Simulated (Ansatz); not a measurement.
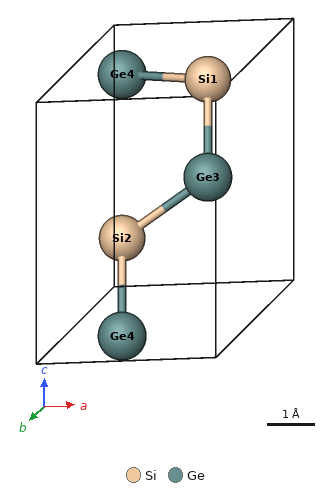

*The structure as given in the input (ball-and-stick view of the cell of the calculation, seen at an oblique angle; atoms are numbered from 1 in the order of the input).*

Near neighbours in the crystal (not all of them lie inside the picture): Si has 4 Ge at 2.40 to 2.41 Å; Ge has 4 Si at 2.40 to 2.41 Å.

## Geometry relaxation, with input and output: GeSi (part 1 of 2)

System: GeSi (P6₃mc, 4 atoms in the cell).
Method: DFT r2SCAN, scalar-relativistic, plane waves, PAW, no spin polarisation (Ansatz 0.2.0).

The structure derives from a Materials Project entry. Figures and captions count atoms from 1; the log counts them from 0 in places.

### What the program printed
```
Engine: ansatz 0.2.0, x86_64-unknown-linux-gnu
Pseudopotentials: kind: paw
Pseudopotential: Si, paw, valence charge 4, recommended cutoff 500 eV (meta_gga), Si.paw.azcp
Pseudopotential: Ge, paw, valence charge 14, recommended cutoff 500 eV (meta_gga), Ge.paw.azcp
Functional definition: r2SCAN
  parameter k0 = 0.174
  parameter k1 = 0.065
  parameter a1 = 4.9479
  exchange = r2scan_x(k0 = k0, k1 = k1, a1 = a1)
  correlation = r2scan_c
Crystal: 4 atoms, lattice volume = 85.165 Å³
Basis set: ecut = 500 eV, 2153 PW (Γ), exchange–correlation on 120×120×192 points (64 copies of the dense FFT grid, shifted against one another)
Bands: 22, of which v1, the nominal top of the filled ones, is band 18 counted from 1 (17 counted from 0)
Symmetry: 12 space group operations
Space group: P63mc (ITA 186), of the structure as read, at distance tolerance 4.4e-5 Å
k-points: 57 of 576 (time reversal used)
Non-local potential: Si, projectors of the file, l = 0: 2, l = 1: 2, l = 2: 2
Non-local potential: Ge, projectors of the file, l = 0: 2, l = 1: 2, l = 2: 3, l = 3: 1
PAW form: soft (Blöchl's): semilocal exchange-correlation on the pseudo side does not see the compensation charge
PAW frozen core: Si, regenerated for the run's functional (the file was generated under x = pbe(κ = 0.804, μ = 0.2195149727645171), c = pbe(β = 0.06672455060314922))
PAW frozen core: Ge, regenerated for the run's functional (the file was generated under x = pbe(κ = 0.804, μ = 0.2195149727645171), c = pbe(β = 0.06672455060314922))
PAW one-centre angular grid: Si, 302 points (default); XC on 160 Gauss nodes
PAW one-centre angular grid: Ge, 590 points (default); XC on 160 Gauss nodes
Initial density: superposition of atomic densities (neutral atoms: chi_scale 0, normalization atom), corrected by the library's trained network
Initial wavefunctions: pseudopotential atomic-orbital guess
Functional: x = r2scan, c = r2scan; τ floored in thin density (d = 2e-4 eV/Å³)
SCF iter   1: F=—  HF=-9883.817068 eV  |F-HF|=—  |Δ(HF+E_count)|=         —  Δρ=5.62e-3  dr2=2.56e-2  dr2_τ=1.58e-2  ethr=1.77e-3  ⟨swp⟩=6.4  Hψ=6149  notcnv=0
preconditioner: auto → Resta (q_TF=auto, 2.364 Å⁻¹)  ε∞=4.5  [insulator: Δε(μ)=0.648 eV  Ē_g=8.616 eV  σ=0.020 eV  W_gap=1.00  n_scr=22 (ndim 8)  ℏωp=16.1 eV  f_vac=0.013  D(μ)=0.00/eV (n_scr^D=0)  ε∞_Penn≈4.5]
SCF iter   2: F=—  HF=-9883.836357 eV  |F-HF|=—  |Δ(HF+E_count)|=   1.93e-2  Δρ=2.16e-3  dr2=3.68e-3  dr2_τ=4.32e-5  ethr=7.12e-5  ⟨swp⟩=3.0  Hψ=3126  notcnv=0
SCF iter   3: F=—  HF=-9883.835633 eV  |F-HF|=—  |Δ(HF+E_count)|=   7.24e-4  Δρ=1.35e-3  dr2=1.22e-3  dr2_τ=9.93e-6  ethr=1.02e-5  ⟨swp⟩=2.1  Hψ=1851  notcnv=0
SCF iter   4: F=—  HF=-9883.835472 eV  |F-HF|=—  |Δ(HF+E_count)|=   1.61e-4  Δρ=2.02e-4  dr2=2.29e-5  dr2_τ=1.72e-7  ethr=3.39e-6  ⟨swp⟩=2.0  Hψ=1643  notcnv=0
SCF iter   5: F=—  HF=-9883.835475 eV  |F-HF|=—  |Δ(HF+E_count)|=   2.20e-6  Δρ=3.98e-5  dr2=1.23e-6  dr2_τ=1.14e-8  ethr=6.37e-8  ⟨swp⟩=2.0  Hψ=2217  notcnv=0
SCF iter   6: F=-9883.835474 eV  HF=-9883.835474 eV  |F-HF|=1.13e-8  |Δ(HF+E_count)|=   1.86e-7  Δρ=5.89e-6  dr2=3.56e-8  dr2_τ=2.87e-10  ethr=2.78e-10  ⟨swp⟩=7.1  Hψ=8990  notcnv=0
SCF 1 converged in 6 iterations: F = -9883.835474 eV  dr2 = 3.56e-8
  greatest PAW one-centre occupation: 0.998 electrons in one spin orbital (limit 2), on the Ge atom at site 3 (counted from 0), in its partial waves of l = 2
relax step   1: F+E_penalty+E_count = -9883.83547434 eV  Δ(F+E_penalty+E_count) = +0.000e0 eV  max|allowed force component| = 1.729e-2 eV/Å  Δτ_max = 0.0000 Å  P = +0.033 GPa  Ω = 85.165 Å³  (6 SCF iters, dr2 threshold 1.00e-7 eV, accepted)
Crystal: 4 atoms, lattice volume = 85.190 Å³
Initial density: handed on by an earlier stage of this run
Initial wavefunctions: those handed on with the density
iter 1 solved again at ethr=3.20e-8 eV; its pass at ethr=3.10e-3 eV (dr2=1.15e-5 eV) is discarded
SCF iter   1: F=—  HF=-9883.835448 eV  |F-HF|=—  |Δ(HF+E_count)|=         —  Δρ=1.39e-4  dr2=1.25e-5  dr2_τ=1.66e-5  ethr=3.20e-8  ⟨swp⟩=2.2  Hψ=7200  notcnv=0
preconditioner: auto → Resta (q_TF=auto, 2.363 Å⁻¹)  ε∞=4.5  [insulator: Δε(μ)=0.665 eV  Ē_g=8.592 eV  σ=0.020 eV  W_gap=1.00  n_scr=22 (ndim 8)  ℏωp=16.1 eV  f_vac=0.015  D(μ)=0.00/eV (n_scr^D=0)  ε∞_Penn≈4.5]
SCF iter   2: F=—  HF=-9883.835481 eV  |F-HF|=—  |Δ(HF+E_count)|=   3.25e-5  Δρ=8.52e-5  dr2=5.15e-6  dr2_τ=1.09e-8  ethr=3.20e-8  ⟨swp⟩=2.0  Hψ=1706  notcnv=0
SCF iter   3: F=—  HF=-9883.835480 eV  |F-HF|=—  |Δ(HF+E_count)|=   4.09e-7  Δρ=1.18e-5  dr2=1.35e-7  dr2_τ=5.03e-9  ethr=1.43e-8  ⟨swp⟩=2.0  Hψ=1686  notcnv=0
SCF iter   4: F=—  HF=-9883.835480 eV  |F-HF|=—  |Δ(HF+E_count)|=   8.77e-9  Δρ=6.56e-6  dr2=3.83e-8  dr2_τ=1.92e-10  ethr=5.19e-11  ⟨swp⟩=8.8  Hψ=8108  notcnv=0
SCF iter   5: F=-9883.835480 eV  HF=-9883.835480 eV  |F-HF|=1.22e-9  |Δ(HF+E_count)|=   7.12e-9  Δρ=1.16e-6  dr2=1.43e-9  dr2_τ=1.46e-11  ethr=5.19e-11  ⟨swp⟩=7.4  Hψ=7216  notcnv=0
SCF 2 converged in 5 iterations: F = -9883.835480 eV  dr2 = 1.43e-9
relax step   2: F+E_penalty+E_count = -9883.83548019 eV  Δ(F+E_penalty+E_count) = -5.849e-6 eV  max|allowed force component| = 5.822e-3 eV/Å  Δτ_max = 0.0014 Å  P = +0.003 GPa  Ω = 85.190 Å³  energy of the carried Pulay correction = -4.667e-6 eV  (5 SCF iters, dr2 threshold 1.87e-8 eV, accepted)
Crystal: 4 atoms, lattice volume = 85.200 Å³
iter 1 solved again at ethr=9.78e-9 eV; its pass at ethr=3.10e-3 eV (dr2=3.52e-6 eV) is discarded
SCF iter   1: F=—  HF=-9883.835497 eV  |F-HF|=—  |Δ(HF+E_count)|=         —  Δρ=6.79e-5  dr2=4.19e-6  dr2_τ=2.65e-6  ethr=9.78e-9  ⟨swp⟩=2.1  Hψ=7184  notcnv=0
preconditioner: auto → Resta (q_TF=auto, 2.363 Å⁻¹)  ε∞=4.5  [insulator: Δε(μ)=0.661 eV  Ē_g=8.592 eV  σ=0.020 eV  W_gap=1.00  n_scr=22 (ndim 8)  ℏωp=16.1 eV  f_vac=0.015  D(μ)=0.00/eV (n_scr^D=0)  ε∞_Penn≈4.5]
SCF iter   2: F=—  HF=-9883.835503 eV  |F-HF|=—  |Δ(HF+E_count)|=   5.95e-6  Δρ=4.09e-5  dr2=1.58e-6  dr2_τ=2.67e-9  ethr=9.78e-9  ⟨swp⟩=2.0  Hψ=1705  notcnv=0
SCF iter   3: F=—  HF=-9883.835503 eV  |F-HF|=—  |Δ(HF+E_count)|=   3.58e-7  Δρ=5.59e-6  dr2=3.02e-8  dr2_τ=9.60e-10  ethr=4.38e-9  ⟨swp⟩=2.0  Hψ=1694  notcnv=0
SCF iter   4: F=-9883.835503 eV  HF=-9883.835503 eV  |F-HF|=1.16e-10  |Δ(HF+E_count)|=  2.47e-10  Δρ=2.95e-6  dr2=8.28e-9  dr2_τ=4.90e-11  ethr=4.42e-11  ⟨swp⟩=7.5  Hψ=7461  notcnv=0
SCF 3 converged in 4 iterations: F = -9883.835503 eV  dr2 = 8.28e-9
  greatest PAW one-centre occupation: 0.998 electrons in one spin orbital (limit 2), on the Ge atom at site 2 (counted from 0), in its partial waves of l = 2
relax step   3: F+E_penalty+E_count = -9883.83550303 eV  Δ(F+E_penalty+E_count) = -2.284e-5 eV  max|allowed force component| = 1.383e-3 eV/Å  Δτ_max = 0.0005 Å  P = -0.005 GPa  Ω = 85.200 Å³  energy of the carried Pulay correction = -6.599e-6 eV  (4 SCF iters, dr2 threshold 1.59e-8 eV, accepted)
Initial wavefunctions: pseudopotential atomic-orbital guess (no wavefunctions were taken with the density)
iter 1 solved again at ethr=2.64e-7 eV; its pass at ethr=3.10e-3 eV (dr2=9.50e-5 eV) is discarded
SCF iter   1: F=—  HF=-9883.835512 eV  |F-HF|=—  |Δ(HF+E_count)|=         —  Δρ=3.10e-6  dr2=8.56e-9  dr2_τ=2.35e-10  ethr=2.64e-7  ⟨swp⟩=3.2  Hψ=10009  notcnv=0
eigensolver tolerance schedule: the retry pair's looser diagonalisation over-reported the residual by 11096.21 of it (diagonalisation noise at 17.07 of the residual, at the tolerance the schedule requests for it); recorded, not acted on — ethr = c·dr2/N_el stays at c = 1.0e-1
SCF iter   2: F=—  HF=-9883.835511 eV  |F-HF|=—  |Δ(HF+E_count)|=   1.10e-6  Δρ=1.80e-6  dr2=3.44e-9  dr2_τ=1.90e-11  ethr=2.38e-11  ⟨swp⟩=2.1  Hψ=2419  notcnv=0
SCF iter   3: F=—  HF=-9883.835511 eV  |F-HF|=—  |Δ(HF+E_count)|=  8.13e-10  Δρ=8.51e-7  dr2=6.32e-10  dr2_τ=7.50e-12  ethr=9.54e-12  ⟨swp⟩=2.1  Hψ=2236  notcnv=0
SCF iter   4: F=—  HF=-9883.835511 eV  |F-HF|=—  |Δ(HF+E_count)|=  1.78e-10  Δρ=2.32e-7  dr2=5.78e-11  dr2_τ=5.21e-13  ethr=1.76e-12  ⟨swp⟩=2.0  Hψ=2276  notcnv=0
SCF iter   5: F=-9883.835511 eV  HF=-9883.835511 eV  |F-HF|=1.09e-11  |Δ(HF+E_count)|=  1.64e-11  Δρ=8.91e-8  dr2=4.02e-12  dr2_τ=1.25e-13  ethr=1.00e-12  ⟨swp⟩=6.0  Hψ=5777  notcnv=0
SCF 4 converged in 5 iterations: F = -9883.835511 eV  dr2 = 4.02e-12
relax step   4: F+E_penalty+E_count = -9883.83551085 eV  Δ(F+E_penalty+E_count) = -7.819e-6 eV  max|allowed force component| = 1.380e-3 eV/Å  Δτ_max = 0.0000 Å  P = -0.005 GPa  Ω = 85.200 Å³  stress off target by 1.08e-2 GPa  SCF on the basis re-selected at this cell (its energy is not comparable with the rows above)  (5 SCF iters)
```

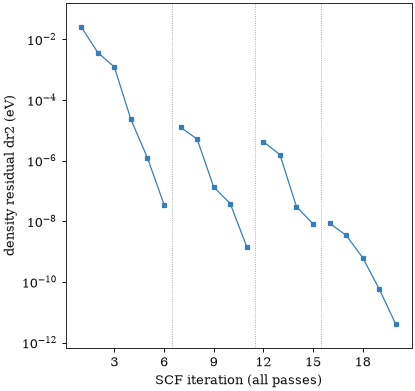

*Convergence of the self-consistent field: density residual dr2 against the SCF iteration. The dotted lines part the SCF passes of the relaxation: geometry steps, rejected trials and re-solves on a re-selected basis.*

The passes take 6, 5, 4 and 5 iterations.

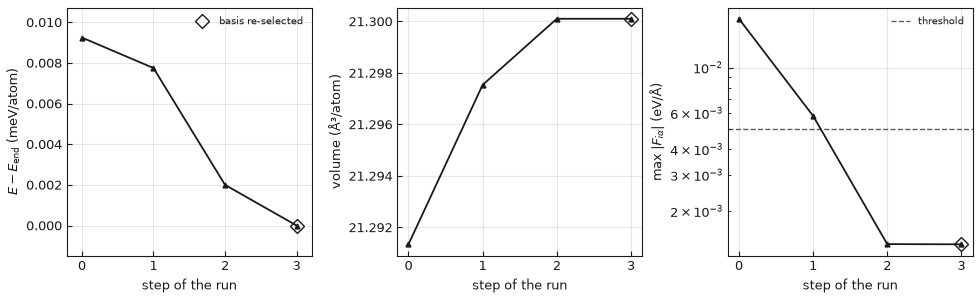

*Progress of the relaxation, step by step (the first geometry is step 0 here and step 1 in the log).*

No atom moves by more than 0.005 Å relative to the cell. The space group stays P6_3mc (No. 186). Over 2 geometry steps the energy falls by next to nothing (0.0 meV per atom). The largest force component goes from 0.017 to 0.0014 eV/Å. The pressure goes from 0.03 to 0.00 GPa. A last SCF at the same geometry on a re-selected plane-wave basis shifts the energy by next to nothing (0.0 meV per atom). (Atoms are counted from 1 in the order of the input.)

```
basis re-selected at this cell: Δ(F+E_penalty+E_count) = -7.819e-6 eV, ΔP = +0.000 GPa vs the last step (what re-selecting the basis moved, of the pressure what is left beyond the Pulay correction that the steps carried, after the strain that the cell walked since its last selection, with what the two solves' SCF thresholds leave and, on support functions, any second-order correction that the steps lacked; it is no measure of the basis error at this ecutwfc). This SCF's stress stands 1.08e-2 GPa from its target on what of the cell is left free (relax.cell.stress_tol is 5.00e-2 GPa) and its largest allowed force component is 1.38e-3 eV/Å (relax.f_tol is 5.00e-3 eV/Å): within both
SCF converged after 5 iterations
Free energy (F): -9883.835511 eV
Harris-Foulkes:  -9883.835511 eV  (|F-HF|=1.09e-11)
Internal energy: -9883.835511 eV  (E = F + TS)
E sigma→0 (E₀):  -9883.835511 eV
Fermi energy:    7.901566 eV
--- Per-component energies (eV) ---
  E_band       = -322.883611
  E_kinetic    = 303.067608
  E_local      = -5305.629482  (includes V_loc(G=0)·N_el)
  E_nonlocal   = 890.624537
  E_hartree    = 2335.544056
  E_xc         = -241.394124
  E_vxc        = -235.558735  (∫ρ·V_xc dr)
  E_paw        = -5108.011676  (= ΣΔE_a)
  E_vpaw       = -657.989022  (= ΣTr[D̂ρ^β])
  E_aug_tail   = 0.000037  (compensation charges beyond the density's cutoff)
  E_vtau       = 11.513199  (kinetic-family band-sum trace: ∫τ·v_τ [+ j·A + Jᵃ·Aᵃ] dr)
  E_ewald      = -2755.712070
  E_core_change = -2.324397  (= ΣΔE_core)
  E_smearing   = -0.000000  (= −TS)
  E_closure    = 0.000000  (closes the sum)
  Σ components = -9883.835511   (vs F -9883.835511, Δ=0.00e0)
--- Forces (eV/Å), atoms counted from 1 ---
  atom   1  Si     0.00000000    -0.00000000     0.00138023
  atom   2  Si    -0.00000000     0.00000000     0.00138023
  atom   3  Ge     0.00000000    -0.00000000    -0.00138068
  atom   4  Ge    -0.00000000     0.00000000    -0.00138068
  max |Σ_I F_I| component: 8.92e-7 eV/Å
```
